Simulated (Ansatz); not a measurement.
BeTe (space group F-43m, No. 216): the input geometry of an electronic-structure calculation (not necessarily at equilibrium).

```cif
data_structure
_symmetry_space_group_name_H-M 'P 1'
_symmetry_Int_Tables_number 1
_cell_length_a 5.6059
_cell_length_b 5.6059
_cell_length_c 5.6059
_cell_angle_alpha 90.000
_cell_angle_beta 90.000
_cell_angle_gamma 90.000
_cell_volume 176.17
loop_
_atom_site_label
_atom_site_type_symbol
_atom_site_fract_x
_atom_site_fract_y
_atom_site_fract_z
_atom_site_occupancy
Be1 Be 0.00000 0.00000 0.00000 1
Te1 Te 0.25000 0.75000 0.25000 1
Be2 Be 0.00000 0.50000 0.50000 1
Te2 Te 0.25000 0.25000 0.75000 1
Be3 Be 0.50000 0.00000 0.50000 1
Te3 Te 0.75000 0.75000 0.75000 1
Be4 Be 0.50000 0.50000 0.00000 1
Te4 Te 0.75000 0.25000 0.25000 1
```

Describe the stacking along [111], with columns A (0, 0), B (1/3, 2/3), C (2/3, 1/3) of the hexagonal mesh spanned by (a − b)/2 and (b − c)/2.

Be(A) – Te(B) – Be(B) – Te(C) – Be(C) – Te(A) (six layers in 9.71 Å).

Te layers alone: BCA, the cubic close-packed type.

Be: three tetrahedral sites in each hexagonal cell.

Polytype symbol 3C, the symbol of a tetrahedral polytype (number of double layers in the repeat and lattice).

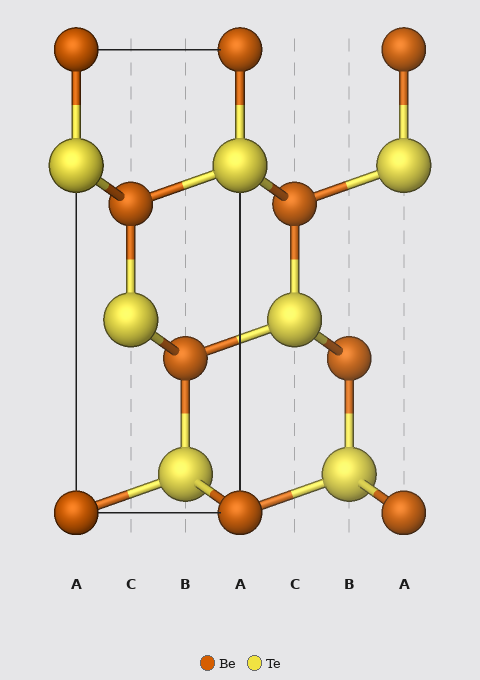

Projection along an edge of the hexagonal mesh, stacking direction [111] upwards. The dashed lines mark the three columns A (0, 0), B (1/3, 2/3) and C (2/3, 1/3). The box is the hexagonal cell of the face-centred cubic lattice. The sequence starts with the first layer at or above the cell's origin.
